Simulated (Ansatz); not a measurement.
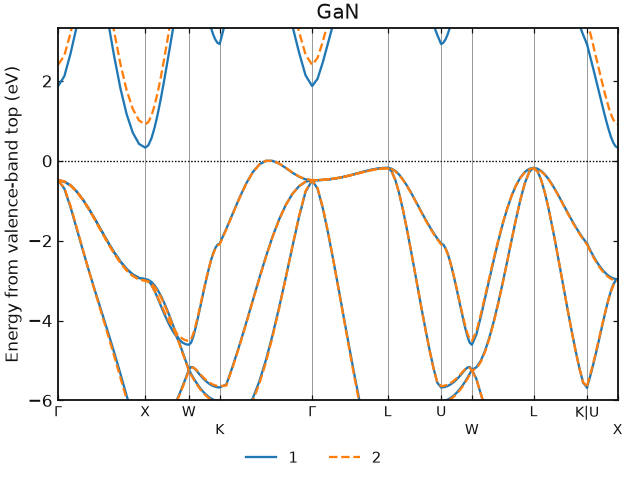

Band structures of rocksalt GaN, space group Fm-3m (No. 225), 2 atoms in the primitive cell (cubic a = 4.270 Å), by two methods on the same cell. Each is counted from its own valence-band top.

Which curve is which? The methods: r2SCAN, PBEsol.

Answer. 1 is PBEsol; 2 is r2SCAN. PBEsol gives a gap of 0.33 eV along the path and r2SCAN gives a gap of 0.91 eV along the path.

Settings. PBEsol: Ansatz PAW, no spin polarisation, no spin-orbit coupling, 11×11×11 k mesh, 420 eV cutoff, Fermi-Dirac smearing of 0.05 eV (Ansatz). r2SCAN: Ansatz PAW, no spin polarisation, no spin-orbit coupling, 11×11×11 k mesh, 500 eV cutoff, Fermi-Dirac smearing of 0.05 eV (Ansatz 0.2.0).

The cell is at −8 GPa in r2SCAN and −8 GPa in PBEsol. The PAW data sets were made with another functional. LDA, GGA and most meta-GGA functionals understate gaps. The usual form of GaN is wurtzite.
